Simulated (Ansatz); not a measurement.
Run report: PtS₂, geometry relaxation (part 1 of 2)

- system: PtS₂ (P1, 6 atoms in the cell)
- method: DFT, PBEsol, plane waves, PAW, no spin polarisation (Ansatz 0.2.0)

The structure was built on a prototype by a generator.

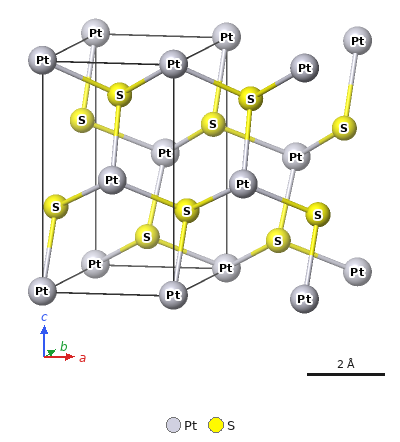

**Figure 1.** The structure as given in the input (ball-and-stick view of the cell of the calculation, set on other vectors, repeated 2 × 1 × 1, seen slightly off an axis). An atom can appear more than once, as a periodic image.

### Input file
```yaml
crystal:
  lattice:
    - [7.0479862467, -0.0024634961, 0.0246925745]
    - [-1.7630632868, 3.0967500928, -0.0316104436]
    - [0.0167774658, -0.03991447, 4.8967012743]
  atoms:
    - { symbol: Pt, position: [-0.0035896426, -0.0011293613, 0.0013912914] }
    - { symbol: S, position: [0.1679047453, 0.6829859094, 0.2525880757] }
    - { symbol: S, position: [0.3439280665, 0.3418539271, 0.7413396988] }
    - { symbol: Pt, position: [0.506694894, -0.0218991596, 0.0036700098] }
    - { symbol: S, position: [0.6594893903, 0.6560336335, 0.2419679256] }
    - { symbol: S, position: [0.8405516664, 0.3482643867, 0.7573106551] }
kpoints:
  mp_grid: { grid: [6, 6, 4] }
hamiltonian:
  xc: pbesol
scf:
  occupations: { method: fermi_dirac, width: 0.05 }
relax:
  f_tol: 0.01
  cell: {}
  max_steps: 120
output:
  write_density: true
  write_potential: true
  elf: true
  volumetric_format: npy
```

Machine: 2 threads of Arm Neoverse V1, 24 GiB of memory available, shared host.

Command:
```bash
ansatz run input.yaml --threads 2 --pin off --max-ram 2211MiB --backend cpu --events-out ev --progress --plain --runs-dir out
```

### What the program printed
```
Engine: ansatz 0.2.0, aarch64-unknown-linux-gnu
Pseudopotentials: kind: paw
Pseudopotential: Pt, paw, valence charge 18, recommended cutoff 420 eV (normal), Pt.paw.azcp
Pseudopotential: S, paw, valence charge 6, recommended cutoff 420 eV (normal), S.paw.azcp
Functional definition: PBEsol
  exchange = pbesol_x
  correlation = pbesol_c
Crystal: 6 atoms, lattice volume = 106.845 Å³
Basis set: ecut = 420 eV, 2069 PW (Γ), exchange–correlation on 96×48×72 points (8 copies of the dense FFT grid, shifted against one another)
Bands: 36, of which v1, the nominal top of the filled ones, is band 30 counted from 1 (29 counted from 0)
Symmetry: 1 space group operations
Space group: P1 (ITA 1), of the structure as read, at distance tolerance 4.7e-5 Å
k-points: 76 of 144 (time reversal used)
Non-local potential: Pt, projectors of the file, l = 0: 3, l = 1: 2, l = 2: 2, l = 3: 1
Non-local potential: S, projectors of the file, l = 0: 2, l = 1: 2, l = 2: 2
PAW form: soft (Blöchl's): semilocal exchange-correlation on the pseudo side does not see the compensation charge
PAW frozen core: Pt, regenerated for the run's functional, and the local potential with it (the file was generated under x = pbe(κ = 0.804, μ = 0.2195149727645171), c = pbe(β = 0.06672455060314922))
PAW frozen core: S, regenerated for the run's functional, and the local potential with it (the file was generated under x = pbe(κ = 0.804, μ = 0.2195149727645171), c = pbe(β = 0.06672455060314922))
PAW one-centre angular grid: Pt, 590 points (default); XC on 64 Gauss nodes
PAW one-centre angular grid: S, 110 points (default); XC on 64 Gauss nodes
Initial density: superposition of atomic densities (neutral atoms: chi_scale 0, normalization atom), corrected by the library's trained network
Initial wavefunctions: pseudopotential atomic-orbital guess
Functional: x = pbesol(κ = 0.804, μ = 0.12345679012345678), c = pbesol(β = 0.046)
SCF iter   1: F=—  HF=-28309.533365 eV  |F-HF|=—  |Δ(HF+E_count)|=         —  Δρ=4.29e-3  dr2=2.28e-2  ethr=1.77e-3  ⟨swp⟩=7.6  Hψ=11841  notcnv=0
preconditioner: auto → Resta (q_TF=auto, 2.478 Å⁻¹)  ε∞=8.5  [insulator: Δε(μ)=0.226 eV  Ē_g=8.686 eV  σ=0.050 eV  W_gap=0.81  n_scr=32 (ndim 8)  ℏωp=23.8 eV  f_vac=0.009  D(μ)=0.13/eV (n_scr^D=0)  ε∞_Penn≈8.5]
SCF iter   2: F=—  HF=-28309.531185 eV  |F-HF|=—  |Δ(HF+E_count)|=   2.18e-3  Δρ=2.48e-3  dr2=8.42e-3  ethr=3.80e-5  ⟨swp⟩=2.1  Hψ=4496  notcnv=0
SCF iter   3: F=—  HF=-28309.529747 eV  |F-HF|=—  |Δ(HF+E_count)|=   1.44e-3  Δρ=3.95e-4  dr2=1.01e-4  ethr=1.40e-5  ⟨swp⟩=2.0  Hψ=4386  notcnv=0
SCF iter   4: F=—  HF=-28309.529762 eV  |F-HF|=—  |Δ(HF+E_count)|=   1.54e-5  Δρ=1.26e-4  dr2=1.61e-5  ethr=1.68e-7  ⟨swp⟩=2.5  Hψ=4331  notcnv=0
SCF iter   5: F=—  HF=-28309.529771 eV  |F-HF|=—  |Δ(HF+E_count)|=   8.98e-6  Δρ=4.19e-5  dr2=1.94e-6  ethr=2.68e-8  ⟨swp⟩=2.5  Hψ=4050  notcnv=0
SCF iter   6: F=-28309.529772 eV  HF=-28309.529772 eV  |F-HF|=6.04e-8  |Δ(HF+E_count)|=   1.42e-6  Δρ=7.13e-6  dr2=7.35e-8  ethr=1.67e-10  ⟨swp⟩=6.9  Hψ=18776  notcnv=0
SCF 1 converged in 6 iterations: F = -28309.529772 eV  dr2 = 7.35e-8
  greatest PAW one-centre occupation: 1.000 electrons in one spin orbital (limit 2), on the Pt atom at site 3 (counted from 0), in its partial waves of l = 0
relax step   1: F+E_penalty+E_count = -28309.52977242 eV  Δ(F+E_penalty+E_count) = +0.000e0 eV  max|allowed force component| = 1.760e0 eV/Å  Δτ_max = 0.0000 Å  P = +0.814 GPa  Ω = 106.845 Å³  (6 SCF iters, dr2 threshold 1.00e-7 eV, accepted)
Crystal: 6 atoms, lattice volume = 107.682 Å³
Basis set: ecut = 420 eV, 2085 PW (Γ), exchange–correlation on 96×48×72 points (8 copies of the dense FFT grid, shifted against one another)
Initial density: handed on by an earlier stage of this run
Initial wavefunctions: those handed on with the density
iter 1 solved again at ethr=2.59e-4 eV; its pass at ethr=3.10e-3 eV (dr2=1.55e-1 eV) is discarded
SCF iter   1: F=—  HF=-28309.708252 eV  |F-HF|=—  |Δ(HF+E_count)|=         —  Δρ=2.63e-2  dr2=1.57e-1  ethr=2.59e-4  ⟨swp⟩=1.0  Hψ=13583  notcnv=0
preconditioner: auto → Resta (q_TF=auto, 2.475 Å⁻¹)  ε∞=8.5  [insulator: Δε(μ)=0.266 eV  Ē_g=8.664 eV  σ=0.050 eV  W_gap=0.87  n_scr=32 (ndim 8)  ℏωp=23.7 eV  f_vac=0.008  D(μ)=0.08/eV (n_scr^D=0)  ε∞_Penn≈8.5]
SCF iter   2: F=—  HF=-28309.688477 eV  |F-HF|=—  |Δ(HF+E_count)|=   1.98e-2  Δρ=1.39e-2  dr2=4.59e-2  ethr=2.59e-4  ⟨swp⟩=1.0  Hψ=2736  notcnv=0
SCF iter   3: F=—  HF=-28309.681763 eV  |F-HF|=—  |Δ(HF+E_count)|=   6.71e-3  Δρ=6.32e-4  dr2=4.07e-4  ethr=7.64e-5  ⟨swp⟩=2.6  Hψ=4543  notcnv=0
SCF iter   4: F=—  HF=-28309.681782 eV  |F-HF|=—  |Δ(HF+E_count)|=   1.92e-5  Δρ=1.38e-4  dr2=2.75e-5  ethr=6.78e-7  ⟨swp⟩=2.8  Hψ=5088  notcnv=0
SCF iter   5: F=—  HF=-28309.681786 eV  |F-HF|=—  |Δ(HF+E_count)|=   4.09e-6  Δρ=3.90e-5  dr2=2.60e-6  ethr=4.59e-8  ⟨swp⟩=2.0  Hψ=4181  notcnv=0
SCF iter   6: F=-28309.681787 eV  HF=-28309.681787 eV  |F-HF|=4.56e-8  |Δ(HF+E_count)|=   9.74e-7  Δρ=1.10e-5  dr2=1.62e-7  ethr=1.00e-9  ⟨swp⟩=9.0  Hψ=18838  notcnv=0
SCF 2 converged in 6 iterations: F = -28309.681787 eV  dr2 = 1.62e-7
  greatest PAW one-centre occupation: 1.000 electrons in one spin orbital (limit 2), on the Pt atom at site 0 (counted from 0), in its partial waves of l = 0
relax step   2: F+E_penalty+E_count = -28309.68178728 eV  Δ(F+E_penalty+E_count) = -1.520e-1 eV  max|allowed force component| = 6.041e-1 eV/Å  Δτ_max = 0.1326 Å  P = -0.364 GPa  Ω = 107.682 Å³  energy of the carried Pulay correction = -1.470e-4 eV  (6 SCF iters, dr2 threshold 6.00e-7 eV, accepted)
Crystal: 6 atoms, lattice volume = 106.744 Å³
Basis set: ecut = 420 eV, 2059 PW (Γ), exchange–correlation on 96×48×72 points (8 copies of the dense FFT grid, shifted against one another)
iter 1 solved again at ethr=7.70e-5 eV; its pass at ethr=3.10e-3 eV (dr2=4.62e-2 eV) is discarded
SCF iter   1: F=—  HF=-28309.768371 eV  |F-HF|=—  |Δ(HF+E_count)|=         —  Δρ=1.33e-2  dr2=4.51e-2  ethr=7.70e-5  ⟨swp⟩=1.0  Hψ=13319  notcnv=0
preconditioner: auto → Resta (q_TF=auto, 2.479 Å⁻¹)  ε∞=8.5  [insulator: Δε(μ)=0.416 eV  Ē_g=8.708 eV  σ=0.050 eV  W_gap=0.96  n_scr=32 (ndim 8)  ℏωp=23.8 eV  f_vac=0.007  D(μ)=0.04/eV (n_scr^D=0)  ε∞_Penn≈8.5]
SCF iter   2: F=—  HF=-28309.761647 eV  |F-HF|=—  |Δ(HF+E_count)|=   6.72e-3  Δρ=7.01e-3  dr2=1.28e-2  ethr=7.52e-5  ⟨swp⟩=1.0  Hψ=2736  notcnv=0
SCF iter   3: F=—  HF=-28309.759344 eV  |F-HF|=—  |Δ(HF+E_count)|=   2.30e-3  Δρ=3.22e-4  dr2=8.80e-5  ethr=2.14e-5  ⟨swp⟩=2.5  Hψ=4828  notcnv=0
SCF iter   4: F=—  HF=-28309.759380 eV  |F-HF|=—  |Δ(HF+E_count)|=   3.58e-5  Δρ=7.25e-5  dr2=5.52e-6  ethr=1.47e-7  ⟨swp⟩=2.4  Hψ=4560  notcnv=0
iter 5 did not close the SCF: its close was put off for the readings that it lacked (scf_convergence_deferred on its scf_iter line)
SCF iter   5: F=-28309.759382 eV  HF=-28309.759382 eV  |F-HF|=1.66e-7  |Δ(HF+E_count)|=   1.60e-6  Δρ=1.74e-5  dr2=3.92e-7  ethr=9.21e-9  ⟨swp⟩=2.2  Hψ=4425  notcnv=0
SCF iter   6: F=-28309.759382 eV  HF=-28309.759382 eV  |F-HF|=5.73e-9  |Δ(HF+E_count)|=   2.26e-7  Δρ=4.29e-6  dr2=2.30e-8  ethr=6.53e-10  ⟨swp⟩=6.2  Hψ=17920  notcnv=0
SCF 3 converged in 6 iterations: F = -28309.759382 eV  dr2 = 2.30e-8
relax step   3: F+E_penalty+E_count = -28309.75938209 eV  Δ(F+E_penalty+E_count) = -7.759e-2 eV  max|allowed force component| = 3.874e-2 eV/Å  Δτ_max = 0.0804 Å  P = +0.391 GPa  Ω = 106.744 Å³  energy of the carried Pulay correction = +1.783e-5 eV  (6 SCF iters, dr2 threshold 6.00e-7 eV, accepted)
Crystal: 6 atoms, lattice volume = 106.881 Å³
Basis set: ecut = 420 eV, 2057 PW (Γ), exchange–correlation on 96×48×72 points (8 copies of the dense FFT grid, shifted against one another)
iter 1 solved again at ethr=9.83e-7 eV; its pass at ethr=3.10e-3 eV (dr2=5.90e-4 eV) is discarded
SCF iter   1: F=—  HF=-28309.760985 eV  |F-HF|=—  |Δ(HF+E_count)|=         —  Δρ=9.54e-4  dr2=5.44e-4  ethr=9.83e-7  ⟨swp⟩=3.0  Hψ=13838  notcnv=0
preconditioner: auto → Resta (q_TF=auto, 2.478 Å⁻¹)  ε∞=8.5  [insulator: Δε(μ)=0.352 eV  Ē_g=8.678 eV  σ=0.050 eV  W_gap=0.91  n_scr=32 (ndim 8)  ℏωp=23.8 eV  f_vac=0.007  D(μ)=0.07/eV (n_scr^D=0)  ε∞_Penn≈8.5]
SCF iter   2: F=—  HF=-28309.760921 eV  |F-HF|=—  |Δ(HF+E_count)|=   6.43e-5  Δρ=4.99e-4  dr2=1.44e-4  ethr=9.07e-7  ⟨swp⟩=1.0  Hψ=2736  notcnv=0
SCF iter   3: F=—  HF=-28309.760886 eV  |F-HF|=—  |Δ(HF+E_count)|=   3.46e-5  Δρ=4.74e-5  dr2=2.83e-6  ethr=2.40e-7  ⟨swp⟩=2.1  Hψ=4260  notcnv=0
iter 4 did not close the SCF: its close was put off for the readings that it lacked (scf_convergence_deferred on its scf_iter line)
SCF iter   4: F=-28309.760886 eV  HF=-28309.760886 eV  |F-HF|=9.69e-8  |Δ(HF+E_count)|=   1.14e-8  Δρ=1.40e-5  dr2=2.14e-7  ethr=4.71e-9  ⟨swp⟩=2.2  Hψ=4300  notcnv=0
iter 5 did not close the SCF: its close was put off for the readings that it lacked (scf_convergence_deferred on its scf_iter line)
SCF iter   5: F=-28309.760886 eV  HF=-28309.760886 eV  |F-HF|=6.95e-9  |Δ(HF+E_count)|=   1.23e-7  Δρ=2.27e-6  dr2=5.83e-9  ethr=3.56e-10  ⟨swp⟩=2.0  Hψ=4060  notcnv=0
SCF iter   6: F=-28309.760886 eV  HF=-28309.760886 eV  |F-HF|=2.84e-10  |Δ(HF+E_count)|=   8.03e-9  Δρ=4.43e-7  dr2=2.51e-10  ethr=9.72e-12  ⟨swp⟩=5.0  Hψ=15627  notcnv=0
SCF 4 converged in 6 iterations: F = -28309.760886 eV  dr2 = 2.51e-10
relax step   4: F+E_penalty+E_count = -28309.76088646 eV  Δ(F+E_penalty+E_count) = -1.504e-3 eV  max|allowed force component| = 2.429e-2 eV/Å  Δτ_max = 0.0061 Å  P = -0.309 GPa  Ω = 106.881 Å³  energy of the carried Pulay correction = -6.378e-6 eV  (6 SCF iters, dr2 threshold 6.00e-7 eV, accepted)
Crystal: 6 atoms, lattice volume = 106.404 Å³
Basis set: ecut = 420 eV, 2049 PW (Γ), exchange–correlation on 96×48×72 points (8 copies of the dense FFT grid, shifted against one another)
iter 1 solved again at ethr=3.90e-7 eV; its pass at ethr=3.10e-3 eV (dr2=2.34e-4 eV) is discarded
SCF iter   1: F=—  HF=-28309.761508 eV  |F-HF|=—  |Δ(HF+E_count)|=         —  Δρ=5.27e-4  dr2=1.76e-4  ethr=3.90e-7  ⟨swp⟩=3.1  Hψ=13530  notcnv=0
preconditioner: auto → Resta (q_TF=auto, 2.480 Å⁻¹)  ε∞=8.5  [insulator: Δε(μ)=0.335 eV  Ē_g=8.693 eV  σ=0.050 eV  W_gap=0.90  n_scr=32 (ndim 8)  ℏωp=23.9 eV  f_vac=0.006  D(μ)=0.08/eV (n_scr^D=0)  ε∞_Penn≈8.5]
SCF iter   2: F=—  HF=-28309.761516 eV  |F-HF|=—  |Δ(HF+E_count)|=   7.96e-6  Δρ=2.82e-4  dr2=4.74e-5  ethr=2.93e-7  ⟨swp⟩=1.0  Hψ=2736  notcnv=0
SCF iter   3: F=—  HF=-28309.761509 eV  |F-HF|=—  |Δ(HF+E_count)|=   7.01e-6  Δρ=2.67e-5  dr2=1.01e-6  ethr=7.90e-8  ⟨swp⟩=1.7  Hψ=3668  notcnv=0
iter 4 did not close the SCF: its close was put off for the readings that it lacked (scf_convergence_deferred on its scf_iter line)
SCF iter   4: F=-28309.761508 eV  HF=-28309.761508 eV  |F-HF|=1.12e-8  |Δ(HF+E_count)|=   1.26e-7  Δρ=7.57e-6  dr2=5.19e-8  ethr=1.68e-9  ⟨swp⟩=2.2  Hψ=3817  notcnv=0
iter 5 did not close the SCF: its close was put off for the readings that it lacked (scf_convergence_deferred on its scf_iter line)
SCF iter   5: F=-28309.761508 eV  HF=-28309.761508 eV  |F-HF|=4.58e-10  |Δ(HF+E_count)|=   2.02e-9  Δρ=1.20e-6  dr2=1.62e-9  ethr=8.65e-11  ⟨swp⟩=2.0  Hψ=3990  notcnv=0
SCF iter   6: F=-28309.761509 eV  HF=-28309.761509 eV  |F-HF|=4.73e-11  |Δ(HF+E_count)|=  6.40e-10  Δρ=2.87e-7  dr2=1.02e-10  ethr=2.70e-12  ⟨swp⟩=4.7  Hψ=14476  notcnv=0
SCF 5 converged in 6 iterations: F = -28309.761509 eV  dr2 = 1.02e-10
relax step   5: F+E_penalty+E_count = -28309.76150850 eV  Δ(F+E_penalty+E_count) = -6.220e-4 eV  max|allowed force component| = 1.113e-2 eV/Å  Δτ_max = 0.0042 Å  P = -0.047 GPa  Ω = 106.404 Å³  energy of the carried Pulay correction = +7.784e-5 eV  (6 SCF iters, dr2 threshold 3.76e-7 eV, accepted)
Crystal: 6 atoms, lattice volume = 105.849 Å³
Basis set: ecut = 420 eV, 2047 PW (Γ), exchange–correlation on 96×48×72 points (8 copies of the dense FFT grid, shifted against one another)
iter 1 solved again at ethr=6.40e-7 eV; its pass at ethr=3.10e-3 eV (dr2=3.84e-4 eV) is discarded
SCF iter   1: F=—  HF=-28309.761915 eV  |F-HF|=—  |Δ(HF+E_count)|=         —  Δρ=6.21e-4  dr2=1.94e-4  ethr=6.40e-7  ⟨swp⟩=3.0  Hψ=13920  notcnv=0
preconditioner: auto → Resta (q_TF=auto, 2.482 Å⁻¹)  ε∞=8.6  [insulator: Δε(μ)=0.290 eV  Ē_g=8.703 eV  σ=0.050 eV  W_gap=0.84  n_scr=32 (ndim 8)  ℏωp=23.9 eV  f_vac=0.005  D(μ)=0.11/eV (n_scr^D=0)  ε∞_Penn≈8.6]
SCF iter   2: F=—  HF=-28309.761896 eV  |F-HF|=—  |Δ(HF+E_count)|=   1.88e-5  Δρ=3.44e-4  dr2=6.16e-5  ethr=3.24e-7  ⟨swp⟩=1.0  Hψ=2736  notcnv=0
SCF iter   3: F=—  HF=-28309.761912 eV  |F-HF|=—  |Δ(HF+E_count)|=   1.59e-5  Δρ=2.39e-5  dr2=8.76e-7  ethr=1.03e-7  ⟨swp⟩=2.4  Hψ=4369  notcnv=0
iter 4 did not close the SCF: its close was put off for the readings that it lacked (scf_convergence_deferred on its scf_iter line)
SCF iter   4: F=-28309.761912 eV  HF=-28309.761912 eV  |F-HF|=1.10e-8  |Δ(HF+E_count)|=   2.24e-8  Δρ=7.56e-6  dr2=4.93e-8  ethr=1.46e-9  ⟨swp⟩=2.1  Hψ=3929  notcnv=0
iter 5 did not close the SCF: its close was put off for the readings that it lacked (scf_convergence_deferred on its scf_iter line)
SCF iter   5: F=-28309.761912 eV  HF=-28309.761912 eV  |F-HF|=1.34e-9  |Δ(HF+E_count)|=   1.76e-8  Δρ=1.47e-6  dr2=3.33e-9  ethr=8.21e-11  ⟨swp⟩=2.1  Hψ=4009  notcnv=0
SCF iter   6: F=-28309.761912 eV  HF=-28309.761912 eV  |F-HF|=1.35e-10  |Δ(HF+E_count)|=   1.97e-9  Δρ=3.40e-7  dr2=1.44e-10  ethr=5.56e-12  ⟨swp⟩=5.0  Hψ=15045  notcnv=0
SCF 6 converged in 6 iterations: F = -28309.761912 eV  dr2 = 1.44e-10
relax step   6: F+E_penalty+E_count = -28309.76191198 eV  Δ(F+E_penalty+E_count) = -4.035e-4 eV  max|allowed force component| = 6.054e-3 eV/Å  Δτ_max = 0.0059 Å  P = +0.062 GPa  Ω = 105.849 Å³  energy of the carried Pulay correction = +1.764e-4 eV  (6 SCF iters, dr2 threshold 7.10e-8 eV, accepted)
Crystal: 6 atoms, lattice volume = 105.678 Å³
Basis set: ecut = 420 eV, 2043 PW (Γ), exchange–correlation on 96×48×72 points (8 copies of the dense FFT grid, shifted against one another)
iter 1 solved again at ethr=9.55e-8 eV; its pass at ethr=3.10e-3 eV (dr2=5.73e-5 eV) is discarded
SCF iter   1: F=—  HF=-28309.761971 eV  |F-HF|=—  |Δ(HF+E_count)|=         —  Δρ=2.47e-4  dr2=2.65e-5  ethr=9.55e-8  ⟨swp⟩=3.0  Hψ=13705  notcnv=0
preconditioner: auto → Resta (q_TF=auto, 2.483 Å⁻¹)  ε∞=8.6  [insulator: Δε(μ)=0.270 eV  Ē_g=8.704 eV  σ=0.050 eV  W_gap=0.80  n_scr=32 (ndim 8)  ℏωp=24.0 eV  f_vac=0.005  D(μ)=0.13/eV (n_scr^D=0)  ε∞_Penn≈8.6]
SCF iter   2: F=—  HF=-28309.761999 eV  |F-HF|=—  |Δ(HF+E_count)|=   2.71e-5  Δρ=1.36e-4  dr2=8.93e-6  ethr=4.41e-8  ⟨swp⟩=1.0  Hψ=2736  notcnv=0
SCF iter   3: F=—  HF=-28309.761997 eV  |F-HF|=—  |Δ(HF+E_count)|=   1.41e-6  Δρ=1.00e-5  dr2=1.39e-7  ethr=1.49e-8  ⟨swp⟩=2.3  Hψ=4231  notcnv=0
iter 4 did not close the SCF: its close was put off for the readings that it lacked (scf_convergence_deferred on its scf_iter line)
SCF iter   4: F=-28309.761997 eV  HF=-28309.761997 eV  |F-HF|=3.82e-9  |Δ(HF+E_count)|=   1.08e-8  Δρ=2.49e-6  dr2=6.13e-9  ethr=2.32e-10  ⟨swp⟩=2.0  Hψ=4132  notcnv=0
iter 5 did not close the SCF: its close was put off for the readings that it lacked (scf_convergence_deferred on its scf_iter line)
SCF iter   5: F=-28309.761997 eV  HF=-28309.761997 eV  |F-HF|=3.17e-10  |Δ(HF+E_count)|=   4.39e-9  Δρ=5.23e-7  dr2=4.17e-10  ethr=1.02e-11  ⟨swp⟩=2.0  Hψ=4031  notcnv=0
SCF iter   6: F=-28309.761997 eV  HF=-28309.761997 eV  |F-HF|=1.46e-11  |Δ(HF+E_count)|=  4.00e-10  Δρ=1.17e-7  dr2=1.64e-11  ethr=1.00e-12  ⟨swp⟩=4.6  Hψ=13609  notcnv=0
SCF 7 converged in 6 iterations: F = -28309.761997 eV  dr2 = 1.64e-11
relax step   7: F+E_penalty+E_count = -28309.76199715 eV  Δ(F+E_penalty+E_count) = -8.517e-5 eV  max|allowed force component| = 3.391e-3 eV/Å  Δτ_max = 0.0023 Å  P = +0.027 GPa  Ω = 105.678 Å³  energy of the carried Pulay correction = +2.069e-4 eV  (6 SCF iters, accepted)
Basis set: ecut = 420 eV, 2043 PW (Γ), exchange–correlation on 96×48×64 points (8 copies of the dense FFT grid, shifted against one another)
Initial wavefunctions: pseudopotential atomic-orbital guess (no wavefunctions were taken with the density)
iter 1 solved again at ethr=1.32e-7 eV; its pass at ethr=3.10e-3 eV (dr2=7.92e-5 eV) is discarded
SCF iter   1: F=—  HF=-28309.761696 eV  |F-HF|=—  |Δ(HF+E_count)|=         —  Δρ=5.25e-5  dr2=2.70e-7  ethr=1.32e-7  ⟨swp⟩=3.3  Hψ=18850  notcnv=0
preconditioner: auto → Resta (q_TF=auto, 2.483 Å⁻¹)  ε∞=8.6  [insulator: Δε(μ)=0.270 eV  Ē_g=8.704 eV  σ=0.050 eV  W_gap=0.81  n_scr=32 (ndim 8)  ℏωp=24.0 eV  f_vac=0.005  D(μ)=0.13/eV (n_scr^D=0)  ε∞_Penn≈8.6]
SCF iter   2: F=—  HF=-28309.761802 eV  |F-HF|=—  |Δ(HF+E_count)|=   1.06e-4  Δρ=2.60e-5  dr2=5.91e-8  ethr=4.50e-10  ⟨swp⟩=2.5  Hψ=5247  notcnv=0
SCF iter   3: F=—  HF=-28309.761804 eV  |F-HF|=—  |Δ(HF+E_count)|=   1.49e-6  Δρ=2.03e-6  dr2=7.04e-10  ethr=9.84e-11  ⟨swp⟩=2.1  Hψ=4768  notcnv=0
iter 4 did not close the SCF: its close was put off for the readings that it lacked (scf_convergence_deferred on its scf_iter line)
SCF iter   4: F=-28309.761804 eV  HF=-28309.761804 eV  |F-HF|=2.91e-11  |Δ(HF+E_count)|=   6.78e-9  Δρ=2.33e-7  dr2=1.74e-11  ethr=1.17e-12  ⟨swp⟩=2.8  Hψ=5001  notcnv=0
iter 5 did not close the SCF: its close was put off for the readings that it lacked (scf_convergence_deferred on its scf_iter line)
SCF iter   5: F=-28309.761804 eV  HF=-28309.761804 eV  |F-HF|=1.09e-11  |Δ(HF+E_count)|=  2.18e-11  Δρ=3.62e-8  dr2=9.15e-13  ethr=1.00e-12  ⟨swp⟩=1.0  Hψ=2736  notcnv=0
iter 6 did not close the SCF: its close was put off for the readings that it lacked (scf_convergence_deferred on its scf_iter line)
SCF iter   6: F=-28309.761804 eV  HF=-28309.761804 eV  |F-HF|=0.00e0  |Δ(HF+E_count)|=  7.28e-12  Δρ=6.40e-9  dr2=5.29e-14  ethr=1.00e-12  ⟨swp⟩=1.0  Hψ=2736  notcnv=0
iter 7 did not close the SCF: its close was put off for the readings that it lacked (scf_convergence_deferred on its scf_iter line)
SCF iter   7: F=-28309.761804 eV  HF=-28309.761804 eV  |F-HF|=3.64e-12  |Δ(HF+E_count)|=  3.64e-12  Δρ=1.90e-9  dr2=5.65e-15  ethr=1.00e-12  ⟨swp⟩=1.0  Hψ=2736  notcnv=0
SCF iter   8: F=-28309.761804 eV  HF=-28309.761804 eV  |F-HF|=1.46e-11  |Δ(HF+E_count)|=  3.64e-12  Δρ=5.09e-10  dr2=3.67e-16  ethr=1.00e-12  ⟨swp⟩=2.0  Hψ=7313  notcnv=0
SCF 8 converged in 8 iterations: F = -28309.761804 eV  dr2 = 3.67e-16
relax step   8: F+E_penalty+E_count = -28309.76180383 eV  Δ(F+E_penalty+E_count) = +1.933e-4 eV  max|allowed force component| = 3.381e-3 eV/Å  Δτ_max = 0.0000 Å  P = +0.028 GPa  Ω = 105.678 Å³  stress off target by 4.78e-2 GPa  SCF on the basis re-selected at this cell (its energy is not comparable with the rows above)  (8 SCF iters)
```

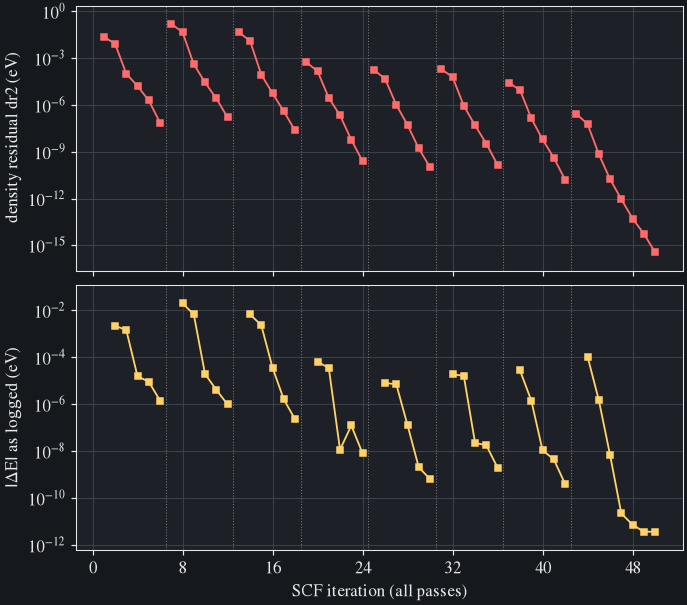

**Figure 2.** Convergence of the self-consistent field: density residual dr2 and size of the energy change against the SCF iteration. The dotted lines part the SCF passes of the relaxation: geometry steps, rejected trials and re-solves on a re-selected basis. The 8 passes take 6 to 8 iterations each, 50 in all.
